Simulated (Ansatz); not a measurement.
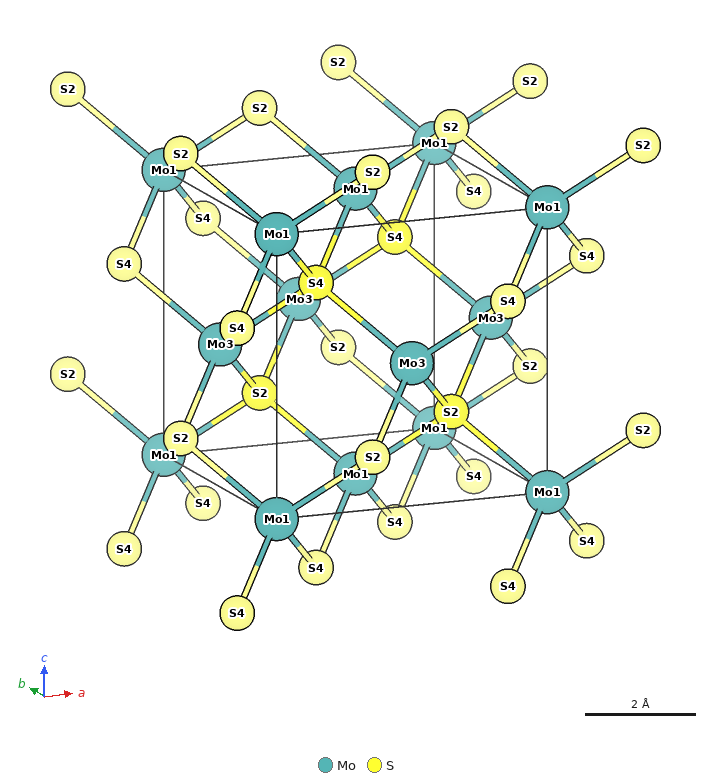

Fig. 1: The input geometry (ball-and-stick view of the cell 2 times as large as that of the calculation, set on its symmetry axes, seen slightly off an axis; neighbours outside the cell are drawn fainter; atoms are numbered from 1 in the order of the input). An atom can appear more than once, as a periodic image. Near neighbours in the periodic cell (some may lie outside the picture): Mo has 4 S at 2.32 Å; S has 4 Mo at 2.32 Å.

# Single-point calculation of MoS

The run: single-point calculation of MoS (F-43m, 4 atoms in the cell). Method and program: DFT r2SCAN, scalar-relativistic, plane waves, PAW, spin-polarised (Ansatz 0.2.0).

The structure was built on a prototype by a generator; it need not be a known phase. It belongs to a series of runs on one base structure; here: antiferromagnetic, doubled cell, propagation vector (0, 1/2, 1/2). Figures and captions count atoms from 1; the log counts them from 0 in places.

The input
```yaml
crystal:
  lattice:
    - [0.0, 2.6776536121, 2.6776536121]
    - [5.3553072242, 2.6776536121, 2.6776536121]
    - [5.3553072242, 5.3553072242, 0.0]
  atoms:
    - { symbol: Mo, position: [0.0, 0.0, 0.0], spin: 3.0 }
    - { symbol: S, position: [0.25, 0.25, 0.0] }
    - { symbol: Mo, position: [0.0, 0.0, 0.5], spin: -3.0 }
    - { symbol: S, position: [0.25, 0.25, 0.5] }
basis:
  ecutwfc: 500
  ecutrho_ratio: 4
kpoints:
  mp_grid: { grid: [12, 12, 6] }
hamiltonian:
  xc: r2scan
scf:
  occupations: { method: gaussian, width: 0.05 }
output:
  forces: true
  stress: true
  eigenvalues: true
  populations: true
magnetization:
  spin_polarized: true
```

Run as:
```bash
ansatz run input.yaml --threads 2 --pin off --max-ram 2662MiB --backend cpu --events-out ev --progress --plain --runs-dir out
```

Output
```
basis.fft_grid_basis auto: the FFT boxes are laid along the combinations [[1, 0, 0], [0, 1, -1], [-1, 1, 0]] of the cell's own vectors, 3.787, 3.787 and 5.355 Å long. The dense box has 30×30×40 points. Along the cell's own vectors, as sized, it would have 30×48×60, 2.40 times as many. basis.fft_grid_basis: typed keeps the cell's own vectors: state it where this run's energies or levels are differenced outside the engine with another run's, or held beside a run that keeps those vectors.
Engine: ansatz 0.2.0, aarch64-unknown-linux-gnu
Pseudopotentials: kind: paw
Pseudopotential: Mo, paw, valence charge 14, recommended cutoff 500 eV (meta_gga), Mo.paw.azcp
Pseudopotential: S, paw, valence charge 6, recommended cutoff 500 eV (meta_gga), S.paw.azcp
Functional definition: r2SCAN
  parameter k0 = 0.174
  parameter k1 = 0.065
  parameter a1 = 4.9479
  exchange = r2scan_x(k0 = k0, k1 = k1, a1 = a1)
  correlation = r2scan_c
Crystal: 4 atoms, lattice volume = 76.793 Å³
Basis set: ecut = 500 eV, 1923 PW (Γ), FFT grids on a1, a2−a3, −a1+a2, exchange–correlation on 120×120×160 points (64 copies of the dense FFT grid, shifted against one another)
Bands: 28, of which v1, the nominal top of the filled ones, is band 20 counted from 1 (19 counted from 0)
Symmetry: 8 space group operations
Space group: P-4m2 (ITA 115), of the structure as read, at distance tolerance 4.3e-5 Å
Magnetic group: BNS 115.290 (UNI 950), of the structure as read, at distance tolerance 4.3e-5 Å
k-points: 100 of 864 (time reversal used)
Non-local potential: Mo, projectors of the file, l = 0: 3, l = 1: 2, l = 2: 2, l = 3: 1
Non-local potential: S, projectors of the file, l = 0: 2, l = 1: 2, l = 2: 2
PAW form: soft (Blöchl's): semilocal exchange-correlation on the pseudo side does not see the compensation charge
PAW frozen core: Mo, regenerated for the run's functional (the file was generated under x = pbe(κ = 0.804, μ = 0.2195149727645171), c = pbe(β = 0.06672455060314922))
PAW frozen core: S, regenerated for the run's functional (the file was generated under x = pbe(κ = 0.804, μ = 0.2195149727645171), c = pbe(β = 0.06672455060314922))
PAW one-centre angular grid: Mo, 590 points (default); XC on 160 Gauss nodes
PAW one-centre angular grid: S, 302 points (default); XC on 160 Gauss nodes
Initial density: superposition of atomic densities (chi_scale 0.1, normalization cell)
Starting moments: Σ|m| = 6 μB on 2 of 4 sites
Starting magnetic order: antiferromagnet; a translation exchanges its spin sublattices: spin-degenerate at every k-point
Initial wavefunctions: pseudopotential atomic-orbital guess
Functional: x = r2scan, c = r2scan; τ floored in thin density (d = 2e-4 eV/Å³)
SCF iter   1: F=—  HF=-11747.566941 eV  |F-HF|=—  |Δ(HF+E_count)|=         —  Δρ=3.75e-2 (↑3.75e-2 ↓3.75e-2)  dr2=4.49e0  dr2_τ=9.13e-2  dr2_m=2.66e-1  M=0.000 μB ∫|m|=4.511 μB  β_m=0.30  ethr=3.10e-3  ⟨swp⟩=6.3  Hψ=12497  notcnv=0  defer=14
Mixer restart at iter 1: flushing history
preconditioner: auto → Kerker (q_TF=auto, 2.447 Å⁻¹)  [metal: Δε(μ)=0.008 eV  Ē_g=9.487 eV  σ=0.050 eV  W_gap=0.09  n_scr=20 (ndim 8)  ℏωp=20.8 eV  f_vac=0.000  D(μ)=2.85/eV (n_scr^D=20)]
spin=Collinear: Kerker preconditioning applied to the charge; magnetization (m = ρ↑ − ρ↓) channel mixes plain (no charge-response kernel on spin).
SCF iter   2: F=—  HF=-11746.997368 eV  |F-HF|=—  |Δ(HF+E_count)|=   5.70e-1  Δρ=2.68e-2 (↑2.68e-2 ↓2.68e-2)  dr2=1.99e0  dr2_τ=9.48e-3  dr2_m=1.58e-1  M=0.000 μB ∫|m|=4.386 μB  β_m=0.30  ethr=3.10e-3  ⟨swp⟩=2.8  Hψ=5186  notcnv=0  defer=182  κ⁻¹=1.0e0(r=1)
SCF iter   3: F=—  HF=-11746.685070 eV  |F-HF|=—  |Δ(HF+E_count)|=   3.12e-1  Δρ=1.10e-2 (↑1.10e-2 ↓1.10e-2)  dr2=1.09e-1  dr2_τ=3.04e-3  dr2_m=4.11e-2  M=0.000 μB ∫|m|=4.041 μB  β_m=0.30  ethr=3.10e-3  ⟨swp⟩=3.1  Hψ=5258  notcnv=0  defer=182  κ⁻¹=4.6e-2(r=2)
SCF iter   4: F=—  HF=-11746.980038 eV  |F-HF|=—  |Δ(HF+E_count)|=         —  Δρ=1.45e-2 (↑1.45e-2 ↓1.45e-2)  dr2=6.11e-2  dr2_τ=8.41e-3  dr2_m=1.22e-1  M=0.000 μB ∫|m|=3.346 μB  β_m=0.30  ethr=2.72e-4  ⟨swp⟩=2.1  Hψ=4282  notcnv=0  defer=173
Mixer restart at iter 4: flushing history
SCF iter   5: F=—  HF=-11747.016329 eV  |F-HF|=—  |Δ(HF+E_count)|=   3.63e-2  Δρ=1.18e-2 (↑1.18e-2 ↓1.18e-2)  dr2=3.98e-2  dr2_τ=9.44e-4  dr2_m=8.23e-2  M=0.000 μB ∫|m|=3.224 μB  β_m=0.30  ethr=1.53e-4  ⟨swp⟩=2.0  Hψ=3352  notcnv=0  defer=173  κ⁻¹=1.0e0(r=1)
SCF iter   6: F=—  HF=-11747.098706 eV  |F-HF|=—  |Δ(HF+E_count)|=   8.24e-2  Δρ=4.71e-3 (↑4.71e-3 ↓4.71e-3)  dr2=6.38e-3  dr2_τ=1.37e-4  dr2_m=1.38e-2  M=0.000 μB ∫|m|=2.832 μB  β_m=0.30  ethr=9.95e-5  ⟨swp⟩=2.1  Hψ=5334  notcnv=0  defer=173  κ⁻¹=6.9e-2(r=2)
SCF iter   7: F=—  HF=-11747.109257 eV  |F-HF|=—  |Δ(HF+E_count)|=   1.06e-2  Δρ=1.99e-3 (↑1.99e-3 ↓1.99e-3)  dr2=2.48e-3  dr2_τ=1.02e-4  dr2_m=1.78e-3  M=0.000 μB ∫|m|=2.576 μB  β_m=0.30  ethr=1.60e-5  ⟨swp⟩=2.0  Hψ=5885  notcnv=0  defer=174  κ⁻¹=4.0e-3(r=3)
SCF iter   8: F=—  HF=-11747.115782 eV  |F-HF|=—  |Δ(HF+E_count)|=   6.52e-3  Δρ=1.05e-3 (↑1.05e-3 ↓1.05e-3)  dr2=7.96e-4  dr2_τ=2.52e-5  dr2_m=4.77e-4  M=0.000 μB ∫|m|=2.432 μB  β_m=0.30  ethr=6.19e-6  ⟨swp⟩=2.0  Hψ=5048  notcnv=0  defer=174  κ⁻¹=6.8e-4(r=4)
SCF iter   9: F=—  HF=-11747.118027 eV  |F-HF|=—  |Δ(HF+E_count)|=   2.24e-3  Δρ=7.78e-4 (↑7.78e-4 ↓7.78e-4)  dr2=1.67e-4  dr2_τ=2.62e-5  dr2_m=3.91e-4  M=0.000 μB ∫|m|=2.419 μB  β_m=0.30  ethr=1.99e-6  ⟨swp⟩=2.0  Hψ=4478  notcnv=0  defer=174  κ⁻¹=3.7e-4(r=5)
SCF iter  10: F=—  HF=-11747.118637 eV  |F-HF|=—  |Δ(HF+E_count)|=   6.10e-4  Δρ=3.73e-4 (↑3.73e-4 ↓3.73e-4)  dr2=5.44e-5  dr2_τ=7.16e-6  dr2_m=8.50e-5  M=0.000 μB ∫|m|=2.361 μB  β_m=0.30  ethr=4.17e-7  ⟨swp⟩=2.0  Hψ=4819  notcnv=0  defer=174  κ⁻¹=1.3e-4(r=6)
SCF iter  11: F=—  HF=-11747.118737 eV  |F-HF|=—  |Δ(HF+E_count)|=   1.00e-4  Δρ=2.84e-4 (↑2.84e-4 ↓2.84e-4)  dr2=4.26e-5  dr2_τ=2.69e-6  dr2_m=4.61e-5  M=0.000 μB ∫|m|=2.345 μB  β_m=0.30  ethr=1.36e-7  ⟨swp⟩=2.0  Hψ=4411  notcnv=0  defer=174  κ⁻¹=1.2e-5(r=7)
SCF iter  12: F=—  HF=-11747.118948 eV  |F-HF|=—  |Δ(HF+E_count)|=   2.11e-4  Δρ=9.63e-5 (↑9.63e-5 ↓9.63e-5)  dr2=4.16e-6  dr2_τ=1.41e-7  dr2_m=5.24e-6  M=0.000 μB ∫|m|=2.311 μB  β_m=0.30  ethr=1.07e-7  ⟨swp⟩=3.4  Hψ=5955  notcnv=0  defer=174  κ⁻¹=9.9e-7(r=8)
SCF iter  13: F=—  HF=-11747.118957 eV  |F-HF|=—  |Δ(HF+E_count)|=   9.76e-6  Δρ=8.06e-5 (↑8.06e-5 ↓8.06e-5)  dr2=2.74e-6  dr2_τ=8.69e-8  dr2_m=3.47e-6  M=0.000 μB ∫|m|=2.309 μB  β_m=0.30  ethr=1.04e-8  ⟨swp⟩=2.0  Hψ=4802  notcnv=0  defer=174  κ⁻¹=1.3e-6(r=8)
SCF iter  14: F=—  HF=-11747.118969 eV  |F-HF|=—  |Δ(HF+E_count)|=   1.18e-5  Δρ=2.98e-5 (↑2.98e-5 ↓2.98e-5)  dr2=4.11e-7  dr2_τ=1.33e-8  dr2_m=5.19e-7  M=0.000 μB ∫|m|=2.312 μB  β_m=0.30  ethr=6.85e-9  ⟨swp⟩=2.0  Hψ=4818  notcnv=0  defer=174  κ⁻¹=5.2e-6(r=8)
SCF iter  15: F=—  HF=-11747.118971 eV  |F-HF|=—  |Δ(HF+E_count)|=   1.57e-6  Δρ=1.78e-5 (↑1.78e-5 ↓1.78e-5)  dr2=2.27e-7  dr2_τ=4.54e-9  dr2_m=1.66e-7  M=0.000 μB ∫|m|=2.313 μB  β_m=0.30  ethr=1.03e-9  ⟨swp⟩=2.0  Hψ=4812  notcnv=0  defer=174  κ⁻¹=9.7e-6(r=8)
SCF iter  16: F=—  HF=-11747.118971 eV  |F-HF|=—  |Δ(HF+E_count)|=   5.12e-7  Δρ=4.51e-6 (↑4.51e-6 ↓4.51e-6)  dr2=2.13e-8  dr2_τ=5.47e-10  dr2_m=7.23e-9  M=0.000 μB ∫|m|=2.313 μB  β_m=0.30  ethr=5.68e-10  ⟨swp⟩=2.0  Hψ=4812  notcnv=0  defer=174  κ⁻¹=2.9e-6(r=8)
SCF iter  17: F=—  HF=-11747.118971 eV  |F-HF|=—  |Δ(HF+E_count)|=   2.78e-8  Δρ=3.21e-6 (↑3.21e-6 ↓3.21e-6)  dr2=1.23e-8  dr2_τ=2.32e-10  dr2_m=3.56e-9  M=0.000 μB ∫|m|=2.313 μB  β_m=0.30  ethr=5.33e-11  ⟨swp⟩=3.0  Hψ=4907  notcnv=0  defer=174  κ⁻¹=3.3e-6(r=8)
SCF iter  18: F=-11747.118971 eV  HF=-11747.118971 eV  |F-HF|=5.80e-10  |Δ(HF+E_count)|=   2.48e-8  Δρ=1.14e-6 (↑1.14e-6 ↓1.14e-6)  dr2=2.25e-9  dr2_τ=3.66e-11  dr2_m=2.18e-10  M=0.000 μB ∫|m|=2.312 μB  ethr=3.07e-11  ⟨swp⟩=8.5  Hψ=11723  notcnv=0
SCF 1 converged in 18 iterations: F = -11747.118971 eV  dr2 = 2.25e-9
  greatest PAW one-centre occupation: 0.997 electrons in one spin orbital (limit 2), on the Mo atom at site 2 (counted from 0), in its partial waves of l = 0
Initial density: read from a saved state, or passed on in memory by an earlier SCF of this step, an earlier step, the calling program or the single point that the run made first
Starting moments: Σ|m| = 6 μB on 2 of 4 sites; this step starts from the density that it was given
Initial wavefunctions: those read from a saved state, or passed on in memory by an earlier step or the calling program
the translation (0, 0, 0.5) carries every atom to within crystal.symmetry.tolerance of an atom of its element with the starting moment reversed, but both spin channels are solved: the run starts from a saved state that isn't shown to keep it, or this solve from the single point that its walk made first
iter 1 solved again at ethr=5.62e-12 eV; its pass at ethr=2.50e-6 eV (dr2=2.25e-9 eV) is discarded
SCF iter   1: F=—  HF=-11747.118971 eV  |F-HF|=—  |Δ(HF+E_count)|=         —  Δρ=1.14e-6 (↑1.14e-6 ↓1.14e-6)  dr2=2.25e-9  dr2_τ=3.65e-11  dr2_m=2.19e-10  M=0.000 μB ∫|m|=2.312 μB  ethr=5.62e-12  ⟨swp⟩=1.0  Hψ=27332  notcnv=0
preconditioner: auto → Kerker (q_TF=auto, 2.447 Å⁻¹)  [metal: Δε(μ)=0.010 eV  Ē_g=8.767 eV  σ=0.050 eV  W_gap=0.12  n_scr=20 (ndim 8)  ℏωp=20.8 eV  f_vac=0.000  D(μ)=3.64/eV (n_scr^D=36)]
spin=Collinear: Kerker preconditioning applied to the charge; magnetization (m = ρ↑ − ρ↓) channel mixes plain (no charge-response kernel on spin).
SCF iter   2: F=—  HF=-11747.057417 eV  |F-HF|=—  |Δ(HF+E_count)|=   6.16e-2  Δρ=2.28e-3 (↑2.28e-3 ↓2.28e-3)  dr2=4.21e-3  dr2_τ=6.80e-4  dr2_m=2.95e-3  M=0.000 μB ∫|m|=0.681 μB  ethr=2.50e-6  ⟨swp⟩=1.0  Hψ=30728  notcnv=0
SCF iter   3: F=—  HF=-11747.118853 eV  |F-HF|=—  |Δ(HF+E_count)|=   6.14e-2  Δρ=1.90e-4 (↑1.89e-4 ↓1.90e-4)  dr2=1.27e-5  dr2_τ=1.63e-6  dr2_m=2.23e-5  M=0.000 μB ∫|m|=2.283 μB  ethr=2.79e-6  ⟨swp⟩=1.0  Hψ=16988  notcnv=0
an SCF towards the filling of the open d shells in which the orbitals that avoid the neighbouring atoms hold both spins ahead of the others, with the run's symmetry operations kept and the antiferromagnet's anti-translation given up, reached no lower state that the run goes on to. This is no proof of a minimum
the translation (0, 0, 0.5) carries every atom to within crystal.symmetry.tolerance of an atom of its element with the starting moment reversed, but both spin channels are solved: the run starts from a saved state that isn't shown to keep it, or this solve from the single point that its walk made first
iter 1 solved again at ethr=5.62e-12 eV; its pass at ethr=2.50e-6 eV (dr2=2.25e-9 eV) is discarded
SCF iter   1: F=—  HF=-11747.118971 eV  |F-HF|=—  |Δ(HF+E_count)|=         —  Δρ=1.14e-6 (↑1.14e-6 ↓1.14e-6)  dr2=2.25e-9  dr2_τ=3.65e-11  dr2_m=2.19e-10  M=0.000 μB ∫|m|=2.312 μB  ethr=5.62e-12  ⟨swp⟩=1.0  Hψ=27332  notcnv=0
spin=Collinear: Kerker preconditioning applied to the charge; magnetization (m = ρ↑ − ρ↓) channel mixes plain (no charge-response kernel on spin).
SCF iter   2: F=—  HF=-11747.098368 eV  |F-HF|=—  |Δ(HF+E_count)|=   2.06e-2  Δρ=4.14e-3 (↑4.14e-3 ↓2.20e-3)  dr2=7.07e-2  dr2_τ=1.15e-3  dr2_m=3.01e-3  M=0.519 μB ∫|m|=1.756 μB  ethr=2.50e-6  ⟨swp⟩=1.0  Hψ=28340  notcnv=0
SCF iter   3: F=—  HF=-11747.118879 eV  |F-HF|=—  |Δ(HF+E_count)|=   2.05e-2  Δρ=2.31e-4 (↑2.23e-4 ↓2.31e-4)  dr2=1.16e-4  dr2_τ=2.58e-6  dr2_m=2.18e-5  M=0.012 μB ∫|m|=2.299 μB  ethr=2.50e-6  ⟨swp⟩=1.0  Hψ=16968  notcnv=0
an SCF towards the filling of the open d shells in which the orbitals that avoid the neighbouring atoms hold both spins ahead of the others, with the run's symmetry operations kept and the antiferromagnet's anti-translation given up, reached no lower state that the run goes on to. This is no proof of a minimum
this state was not tested for a lower state beside it, because the mixer in use, unlike msr1, does not test its closes by its own steps (another_mixer; see scf.mixing.algorithm and scf.lower_state_search)
SCF converged after 18 iterations
Magnetization: 0.0000 μB (20.0000 up, 20.0000 down)
Absolute magnetization: 2.3117 μB (∫|ρ↑−ρ↓|, with the PAW one-centre terms)
Spin contamination: 0.9331 ħ² per cell (⟨S²⟩ above its minimum at these occupations)
Per-site moments (μB) at R_I (Å): [(0.7509903263635674, 0.9565528708781773), (-1.3320460353087104e-16, 0.9565528708781773), (-0.7509903263635674, 0.9565528708781772), (1.334302782543102e-16, 0.9565528708781772)]
Free energy (F): -11747.118971 eV
Harris-Foulkes:  -11747.118971 eV  (|F-HF|=5.80e-10)
Internal energy: -11747.114423 eV  (E = F + TS)
E sigma→0 (E₀):  -11747.116697 eV
Entropy (-TS):   -0.004549 eV (-1.137 meV/atom)
Fermi energy:    12.166231 eV
--- Per-component energies (eV) ---
  E_band       = -341.198222
  E_kinetic    = 1102.798731
  E_local      = -2724.288730  (includes V_loc(G=0)·N_el)
  E_nonlocal   = 346.059010
  E_hartree    = 947.702392
  E_xc         = -540.226354
  E_vxc        = -701.032715  (∫ρ·V_xc dr)
  E_paw        = -7656.137896  (= ΣΔE_a)
  E_vpaw       = -302.877041  (= ΣTr[D̂ρ^β])
  E_aug_tail   = 0.000004  (compensation charges beyond the density's cutoff)
  E_vtau       = 42.737393  (kinetic-family band-sum trace: ∫τ·v_τ [+ j·A + Jᵃ·Aᵃ] dr)
  E_ewald      = -3222.359639
  E_core_change = -0.661941  (= ΣΔE_core)
  E_smearing   = -0.004549  (= −TS)
  E_closure    = -0.000000  (closes the sum)
  Σ components = -11747.118971   (vs F -11747.118971, Δ=0.00e0)
--- Forces (eV/Å), atoms counted from 1 ---
  atom   1  Mo     0.00000000     0.00000000    -0.00000000
  atom   2  S     -0.00000000     0.00000000     0.00000000
  atom   3  Mo     0.00000000     0.00000000    -0.00000000
  atom   4  S      0.00000000    -0.00000000     0.00000000
  max |Σ_I F_I| component: 2.43e-17 eV/Å
--- Stress (GPa, compression-positive) ---
       -0.493503       0.000000       0.000000
        0.000000      -0.473086       0.000000
        0.000000       0.000000      -0.473086
  P = ⅓ Tr σ = -0.4799 GPa (-4.799 kbar)
--- Band table (eV; the first three rows and the last of 200) ---
  k-point 0 ↑: bands = ["-51.1720", "-50.3748", "-24.7090", "-24.7090", "-24.6330", "-23.7988", "-23.7551", "-23.7551", "-3.6936", "-2.6248", "5.0029", "6.0406", "6.0702", "6.0702", "7.4312", "7.4312", "10.2657", "10.8789", "11.0749", "12.4013", "12.9153", "12.9819", "12.9819", "13.9008", "16.6331", "16.6699", "16.6699", "19.3803"]
  k-point 1 ↑: bands = ["-51.1714", "-50.3742", "-24.7241", "-24.7080", "-24.6297", "-23.7985", "-23.7701", "-23.7544", "-3.5556", "-2.6305", "5.2463", "5.8919", "6.1549", "6.1573", "7.2190", "7.2944", "10.0997", "10.7520", "11.0977", "12.0746", "12.2694", "13.7219", "13.7911", "14.4883", "16.1269", "16.3470", "16.8161", "19.3426"]
  k-point 2 ↑: bands = ["-51.1703", "-50.3731", "-24.7535", "-24.7061", "-24.6237", "-23.8059", "-23.7920", "-23.7529", "-3.2252", "-2.6923", "5.6871", "5.7857", "6.3421", "6.3751", "6.5848", "6.9894", "10.2178", "10.5544", "11.3800", "11.6692", "12.5367", "13.8218", "14.1707", "14.7011", "15.1379", "16.6314", "16.8796", "19.0844"]
  k-point 99 ↓: bands = ["-51.1676", "-50.3702", "-24.7650", "-24.7650", "-24.6122", "-23.8136", "-23.8136", "-23.7839", "-2.6223", "-2.6223", "4.9562", "5.0669", "7.3851", "7.4212", "7.4212", "7.4576", "10.2834", "10.2834", "11.6954", "11.7208", "12.6843", "12.8525", "13.0050", "13.0050", "13.1076", "13.2101", "19.3972", "19.3972"]
--- Löwdin populations: 4 sites ---
  site symbol       q [e]    m [muB]
     0     Mo     13.8705     1.1418
     1      S      5.9310    -0.0000
     2     Mo     13.8705    -1.1418
     3      S      5.9310    -0.0000
  spilling = 0.009922 (of n_electrons = 40.000000)
```

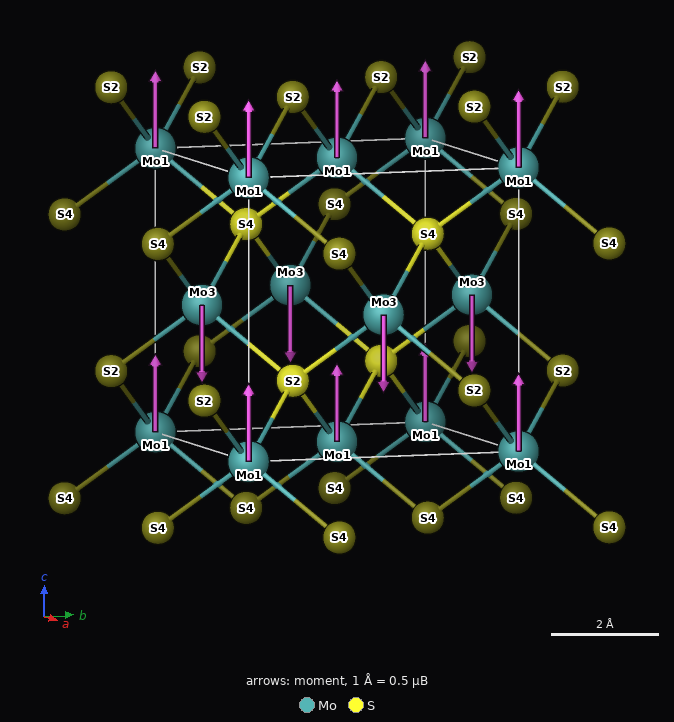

Fig. 2: Magnetic moments of the sites as pink arrows (ball-and-stick view of the cell 2 times as large as that of the calculation, set on its symmetry axes, seen slightly off an axis; neighbours outside the cell are drawn fainter; atoms are numbered from 1 in the order of the input); small moments hardly show. The run is collinear, so the axis drawn is arbitrary. Site moments: Mo1 (0.75 μB); Mo3 (−0.75 μB). They are counted near the atoms and needn't add up to the moment of the cell.

Results in brief

| quantity | value |
| --- | --- |
| outcome | converged |
| space group (tolerance 0.01 Å) | F-43m (216) |
| electrons treated | 40 |
| free energy | −11747.1190 eV |
| Fermi energy | 12.166 eV |
| gap on the k-point mesh | none (metallic) |
| net moment of the cell | 0.00 μB |
| integrated absolute moment | 2.31 μB |
| pressure | −0.48 GPa |
| largest force (length of the vector) | under 0.001 eV/Å |
| hardware | 2 threads of Arm Neoverse V2, 24 GiB of memory available, shared host |
| wall time | 2.8 min (CPU time 5.5 min) |
| peak memory | 1.6 GiB |

Notes

Warnings of the run: the state was not tested for a lower one.
